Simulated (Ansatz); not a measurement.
Run report: Al3Cu2, single-point calculation (part 1 of 2)

Al3Cu2 (disordered cell, 20 atoms in the cell), computed with DFT PBEsol, scalar-relativistic, plane waves, PAW, no spin polarisation (Ansatz 0.2.0).

It belongs to a series of runs on one base structure; here: last frame at 1240 K on a finer mesh. Figures and captions count atoms from 1; the log counts them from 0 in places.

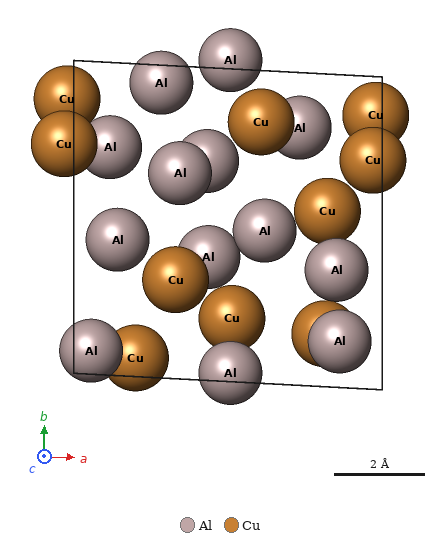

**Figure 1.** The structure (spheres-only view of the cell of the calculation, along the c axis). An atom can appear more than once, as a periodic image.

Input file:
```yaml
crystal:
  lattice:
    - [6.892192, -0.185464, -0.060055]
    - [-0.185464, 6.973898, 0.006784]
    - [-0.060055, 0.006784, 7.002285]
  atoms:
    - { symbol: Al, position: [0.5075571722, 0.0279027697, 0.8350089393] }
    - { symbol: Al, position: [0.2838128279, 0.944008775, 0.5893353248] }
    - { symbol: Al, position: [0.0561898026, 0.0753513382, 0.895652292] }
    - { symbol: Al, position: [0.4319862322, 0.7015152413, 0.3312925265] }
    - { symbol: Al, position: [0.8512827267, 0.3755861948, 0.9388235224] }
    - { symbol: Al, position: [0.6183387497, 0.4888715254, 0.6494993649] }
    - { symbol: Al, position: [0.8613342875, 0.1473703231, 0.5891870908] }
    - { symbol: Al, position: [0.7320247859, 0.8241217998, 0.0626848067] }
    - { symbol: Al, position: [0.1418547701, 0.4345653169, 0.4522678435] }
    - { symbol: Al, position: [0.1177819472, 0.7290806647, 0.1195649357] }
    - { symbol: Al, position: [0.4362142582, 0.3946507667, 0.1265738774] }
    - { symbol: Al, position: [0.3441033743, 0.6580710327, 0.8460198938] }
    - { symbol: Cu, position: [0.9783197605, 0.8764672732, 0.4149586194] }
    - { symbol: Cu, position: [0.8132207869, 0.1693372684, 0.2256723534] }
    - { symbol: Cu, position: [0.1999651142, 0.0597128215, 0.2394360333] }
    - { symbol: Cu, position: [0.9691849155, 0.7322436488, 0.7909648582] }
    - { symbol: Cu, position: [0.3298528167, 0.3167636956, 0.7608475952] }
    - { symbol: Cu, position: [0.6071855635, 0.8357137687, 0.5997333343] }
    - { symbol: Cu, position: [0.821859766, 0.5614404141, 0.3513433343] }
    - { symbol: Cu, position: [0.5124152062, 0.202507668, 0.4222774876] }
basis:
  ecutwfc: 420
kpoints:
  mp_grid: { grid: [4, 3, 3] }
hamiltonian:
  xc: pbesol
scf:
  occupations: { method: fermi_dirac, width: 0.1069 }
output:
  forces: true
  stress: true
  eigenvalues: true
  populations: true
  write_density: true
  write_potential: true
  elf: true
  volumetric_format: npy
```

Run as:
```bash
ansatz run input.yaml --threads 2 --pin off --max-ram 5120MiB --backend cpu --events-out ev --progress --plain --runs-dir out
```

The program's output:
```
Engine: ansatz 0.2.0, x86_64-unknown-linux-gnu
Pseudopotentials: kind: paw
Pseudopotential: Al, paw, valence charge 3, recommended cutoff 420 eV (normal), Al.paw.azcp
Pseudopotential: Cu, paw, valence charge 19, recommended cutoff 420 eV (normal), Cu.paw.azcp
Functional definition: PBEsol
  exchange = pbesol_x
  correlation = pbesol_c
Crystal: 20 atoms, lattice volume = 336.302 Å³
Basis set: ecut = 420 eV, 6583 PW (Γ), exchange–correlation on 96×96×96 points (8 copies of the dense FFT grid, shifted against one another)
Bands: 114, of which v1, the nominal top of the filled ones, is band 94 counted from 1 (93 counted from 0)
Symmetry: 1 space group operations
Space group: P1 (ITA 1), of the structure as read, at distance tolerance 7.0e-5 Å
k-points: 19 of 36 (time reversal used)
Non-local potential: Al, projectors of the file, l = 0: 2, l = 1: 2, l = 2: 1
Non-local potential: Cu, projectors of the file, l = 0: 3, l = 1: 2, l = 2: 3, l = 3: 1
PAW form: soft (Blöchl's): semilocal exchange-correlation on the pseudo side does not see the compensation charge
PAW frozen core: Al, regenerated for the run's functional, and the local potential with it (the file was generated under x = pbe(κ = 0.804, μ = 0.2195149727645171), c = pbe(β = 0.06672455060314922))
PAW frozen core: Cu, regenerated for the run's functional, and the local potential with it (the file was generated under x = pbe(κ = 0.804, μ = 0.2195149727645171), c = pbe(β = 0.06672455060314922))
PAW one-centre angular grid: Al, 110 points (default); XC on 64 Gauss nodes
PAW one-centre angular grid: Cu, 590 points (default); XC on 64 Gauss nodes
Initial density: superposition of atomic densities (neutral atoms: chi_scale 0, normalization atom), corrected by the library's trained network
Initial wavefunctions: pseudopotential atomic-orbital guess
Functional: x = pbesol(κ = 0.804, μ = 0.12345679012345678), c = pbesol(β = 0.046)
SCF iter   1: F=—  HF=-59000.623831 eV  |F-HF|=—  |Δ(HF+E_count)|=         —  Δρ=8.74e-3  dr2=1.49e-1  ethr=1.77e-3  ⟨swp⟩=6.7  Hψ=8991  notcnv=0  defer=25
preconditioner: auto → Kerker (q_TF=auto, 2.476 Å⁻¹)  [metal: Δε(μ)=0.008 eV  Ē_g=6.043 eV  σ=0.107 eV  W_gap=0.02  n_scr=80 (ndim 8)  ℏωp=22.5 eV  f_vac=0.000  D(μ)=7.26/eV (n_scr^D=32)]
SCF iter   2: F=—  HF=-59000.596771 eV  |F-HF|=—  |Δ(HF+E_count)|=   2.71e-2  Δρ=1.34e-3  dr2=1.34e-2  ethr=7.91e-5  ⟨swp⟩=2.0  Hψ=3680  notcnv=0  defer=28
SCF iter   3: F=—  HF=-59000.594595 eV  |F-HF|=—  |Δ(HF+E_count)|=   2.18e-3  Δρ=1.15e-3  dr2=6.93e-3  ethr=7.11e-6  ⟨swp⟩=2.0  Hψ=3141  notcnv=0  defer=28
SCF iter   4: F=—  HF=-59000.593348 eV  |F-HF|=—  |Δ(HF+E_count)|=   1.25e-3  Δρ=5.47e-4  dr2=1.66e-3  ethr=3.69e-6  ⟨swp⟩=1.0  Hψ=2122  notcnv=0  defer=28
SCF iter   5: F=—  HF=-59000.593066 eV  |F-HF|=—  |Δ(HF+E_count)|=   2.82e-4  Δρ=2.44e-4  dr2=2.34e-4  ethr=8.82e-7  ⟨swp⟩=2.0  Hψ=2988  notcnv=0  defer=28
SCF iter   6: F=—  HF=-59000.593005 eV  |F-HF|=—  |Δ(HF+E_count)|=   6.13e-5  Δρ=4.04e-5  dr2=1.19e-5  ethr=1.24e-7  ⟨swp⟩=2.0  Hψ=3102  notcnv=0  defer=28
SCF iter   7: F=—  HF=-59000.593119 eV  |F-HF|=—  |Δ(HF+E_count)|=   1.14e-4  Δρ=1.50e-5  dr2=1.31e-6  ethr=6.33e-9  ⟨swp⟩=2.0  Hψ=3309  notcnv=0  defer=28
SCF iter   8: F=—  HF=-59000.593119 eV  |F-HF|=—  |Δ(HF+E_count)|=   1.42e-8  Δρ=1.34e-5  dr2=4.78e-7  ethr=6.97e-10  ⟨swp⟩=2.0  Hψ=3746  notcnv=0  defer=28
SCF iter   9: F=—  HF=-59000.593119 eV  |F-HF|=—  |Δ(HF+E_count)|=   8.97e-8  Δρ=5.67e-6  dr2=1.02e-7  ethr=2.54e-10  ⟨swp⟩=2.0  Hψ=3793  notcnv=0  defer=28
SCF iter  10: F=-59000.593119 eV  HF=-59000.593119 eV  |F-HF|=3.55e-9  |Δ(HF+E_count)|=   9.36e-9  Δρ=8.86e-7  dr2=5.36e-9  ethr=5.32e-11  ⟨swp⟩=12.9  Hψ=13611  notcnv=0
SCF 1 converged in 10 iterations: F = -59000.593119 eV  dr2 = 5.36e-9
  greatest PAW one-centre occupation: 1.000 electrons in one spin orbital (limit 2), on the Cu atom at site 13 (counted from 0), in its partial waves of l = 0
```

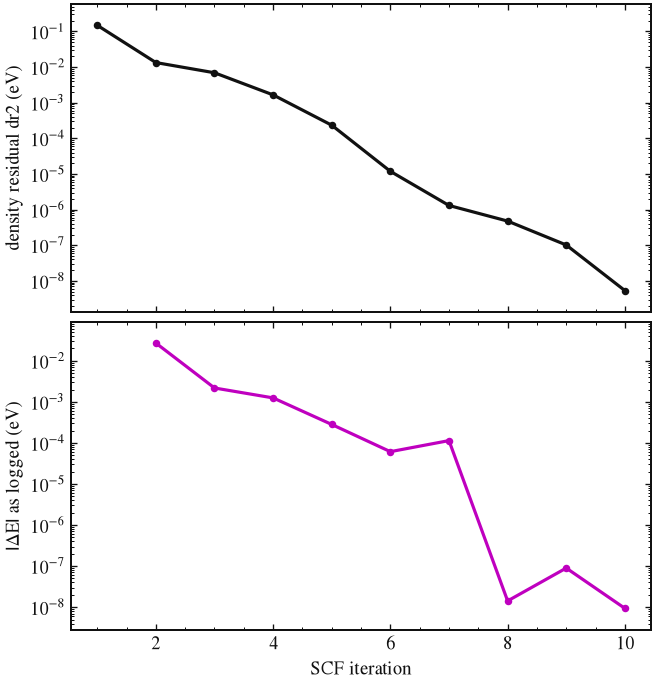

**Figure 2.** Convergence of the self-consistent field: density residual dr2 and size of the energy change against the SCF iteration. The residual falls at every step.

```
SCF converged after 10 iterations
Free energy (F): -59000.593119 eV
Harris-Foulkes:  -59000.593119 eV  (|F-HF|=3.55e-9)
Internal energy: -59000.315945 eV  (E = F + TS)
E sigma→0 (E₀):  -59000.454532 eV
Entropy (-TS):   -0.277174 eV (-13.859 meV/atom)
Fermi energy:    8.852681 eV
--- Per-component energies (eV) ---
  E_band       = -3959.640645
  E_kinetic    = 2655.788427
  E_local      = -51117.022726  (includes V_loc(G=0)·N_el)
  E_nonlocal   = 3256.578426
  E_hartree    = 23071.534100
  E_xc         = -1172.395073
  E_vxc        = -1256.328245  (∫ρ·V_xc dr)
  E_paw        = -18468.142935  (= ΣΔE_a)
  E_vpaw       = -3641.733164  (= ΣTr[D̂ρ^β])
  E_aug_tail   = 0.002024  (compensation charges beyond the density's cutoff)
  E_ewald      = -17228.537474
  E_core_change = 1.879286  (= ΣΔE_core)
  E_smearing   = -0.277174  (= −TS)
  E_closure    = -0.000000  (closes the sum)
  Σ components = -59000.593119   (vs F -59000.593119, Δ=0.00e0)
--- Forces (eV/Å), atoms counted from 1 ---
  atom   1  Al     0.98091256     1.76561110     2.44960392
  atom   2  Al    -1.96797561     0.35433203    -1.56948312
  atom   3  Al     0.78693545    -0.41363528     1.01326871
  atom   4  Al     0.48780730     0.34572601    -0.21826711
  atom   5  Al    -0.10049034     0.72514400     0.10835435
  atom   6  Al     0.68465954    -0.29553933    -0.27801101
  atom   7  Al    -0.70464378     0.35517927    -0.45902418
  atom   8  Al     0.14775249    -0.20968806     0.34992167
  atom   9  Al     0.34420846    -0.13959194     0.04980299
  atom  10  Al    -1.00885579    -0.14004319     0.31478048
  atom  11  Al     0.09988500    -1.15821107    -0.32328042
  atom  12  Al     0.02245452    -0.15289646    -0.39725103
  atom  13  Cu    -0.96836142    -0.69320643     0.29292487
  atom  14  Cu     0.28093157     0.12683985     0.00031956
  atom  15  Cu     0.75146357     0.88591224    -0.10594019
  atom  16  Cu    -0.22276728    -0.10600699    -0.48901798
  atom  17  Cu    -0.38231070    -0.49419334    -0.01390433
  atom  18  Cu     1.36389934    -0.46894896    -0.58789028
  atom  19  Cu    -0.53307032    -0.26840795    -0.51165046
  atom  20  Cu    -0.06243759    -0.01838670     0.37473948
  max |Σ_I F_I| component: 1.12e-5 eV/Å
--- Stress (GPa, compression-positive) ---
       -6.422497      -1.119628       0.957060
       -1.119627      -5.618924       1.645226
        0.957060       1.645225      -4.015382
  P = ⅓ Tr σ = -5.3523 GPa (-53.523 kbar)
--- Band table (eV; the first three rows and the last of 19) ---
  k-point 0: bands = ["-104.4204", "-104.2035", "-103.9312", "-103.8761", "-103.7185", "-103.6662", "-103.6380", "-103.6197", "-62.0416", "-61.9222", "-61.8479", "-61.7914", "-61.6875", "-61.6721", "-61.4753", "-61.4676", "-61.4562", "-61.4272", "-61.3969", "-61.3363", "-61.3038", "-61.2582", "-61.2453", "-61.2286", "-61.2221", "-61.2106", "-61.1890", "-61.1602", "-61.1328", "-61.1240", "-61.0667", "-61.0526", "-1.1158", "1.3271", "1.4236", "1.6600", "1.9540", "2.4254", "2.7873", "3.7318", "3.7495", "3.9365", "3.9716", "4.0365", "4.3666", "4.4800", "4.5172", "4.5695", "4.6630", "4.7999", "4.8802", "4.9058", "4.9790", "5.0554", "5.0683", "5.1016", "5.1565", "5.1996", "5.2721", "5.3333", "5.3525", "5.3922", "5.4284", "5.4516", "5.5237", "5.5874", "5.6091", "5.6335", "5.6461", "5.6574", "5.7671", "5.7891", "5.8313", "5.8931", "5.9236", "5.9797", "6.0560", "6.0912", "6.1339", "6.2311", "6.2886", "6.3294", "6.3774", "6.4122", "6.4809", "6.5922", "6.8346", "6.9210", "6.9767", "7.1202", "7.1525", "8.1505", "8.3857", "8.5854", "8.9841", "9.0626", "9.1606", "9.2921", "9.5549", "11.0663", "11.3808", "11.5055", "11.7067", "11.8612", "11.9574", "12.7305", "13.1618", "13.3468", "13.5052", "13.6954", "13.8436", "13.9338", "13.9577", "14.0586"]
```
